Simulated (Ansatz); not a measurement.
## Electronic structure of WS$_{2}$ in real space

Input file:

```
crystal:
  lattice:
    - [3.1810953814, 0.0, 0.0]
    - [-1.5905476907, 2.7962330533, 0.0]
    - [0.0, 0.0, 16.9507399585]
  atoms:
    - { symbol: W, position: [0.3333333333, 0.6666666667, 0.0] }
    - { symbol: S, position: [0.6666666667, 0.3333333333, 0.9080224901] }
    - { symbol: S, position: [0.6666666667, 0.3333333333, 0.0919775099] }
basis:
  ecutwfc: 500
kpoints:
  mp_grid: { grid: [12, 12, 2] }
hamiltonian:
  xc: r2scan
scf:
  occupations: { method: gaussian, width: 0.05 }
output:
  forces: true
  stress: true
  eigenvalues: true
  write_density: true
  write_potential: true
  elf: true
  volumetric_format: npy
```

Launched as:

```sh
ansatz run input.yaml --threads 1 --pin off --max-ram 2560MiB --backend cpu --events-out ev --progress --plain --runs-dir out
```

Below, planes, directions and counts refer to the conventional cell (a = 16.95 Å, b = 3.18 Å, c = 5.59 Å, α = 90.00°, β = 90.00°, γ = 90.00°).

Space group Amm2; a structure from a database of computed crystals, not necessarily the ambient phase; changed on purpose from its base cell (strain +0.0150 x Voigt [0, 1, 0, 0, 0, 0], atoms carried along).

These are results of DFT r2SCAN, scalar-relativistic, plane waves, PAW (Ansatz 0.2.0), not measurements.

The density is the valence pseudo-density of a PAW calculation; it isn't the true density close to the nuclei.

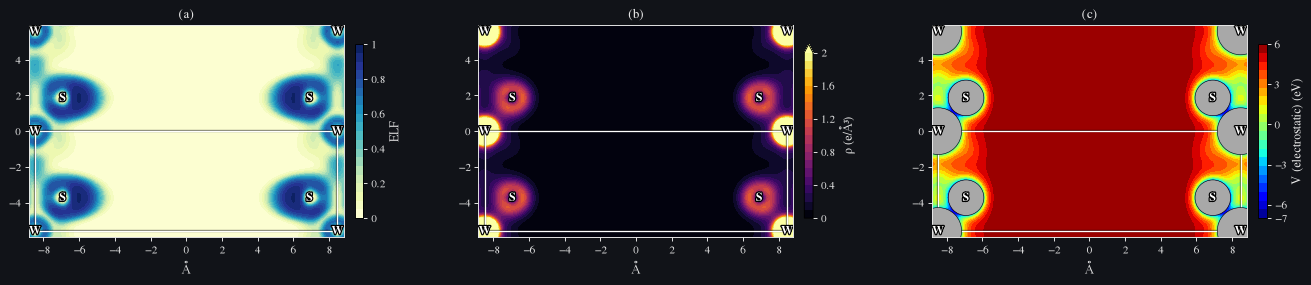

Figure 1. (a) electron localisation function; (b) valence pseudo-density; (c) electrostatic potential energy of an electron on the (010) plane of the conventional cell. Grey discs cover the atomic cores in the potential map.

### Interpret the plot.

Atoms in the plane: W and S.
W–S (2.43 Å): ρ is about 0.61 e/Å³ halfway; the ELF peaks at about 0.85 in the valence shell of S, 0.8 Å from its nucleus, and is about 0.50 at the midpoint.
The density dies away to nearly zero in the voids.
The features right at W lie inside the PAW spheres, where the map follows smoothed inner orbitals and isn't to be read closely.
Outside the cores the potential energy rises away from the atoms and is highest about 2.6 Å from the nearest atoms; its zero is arbitrary.

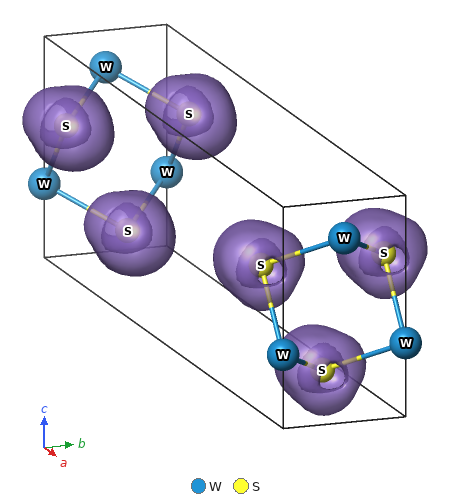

Figure 2. Isosurface of the electron localisation function at 0.75 (purple), seen slightly off an axis. Core shells and regions of very low density are left out. Sticks mark near contacts.

### Describe the localisation domains.

At this value the surface marks out four regions wrapped around S (the valence shell of each), counted in one cell of 6 atoms. Regions shared between cells count once. Along the contacts the grid gives the following. W–S (2.41 Å): the ELF peaks at about 0.85 in the valence shell of S, 0.8 Å from its nucleus, and is about 0.50 at the midpoint.

### Does the calculation give a band gap?

It is gapped, with a Kohn–Sham gap of 1.8 eV on the k-point mesh (the band edges may lie off the mesh, which would make the gap smaller).
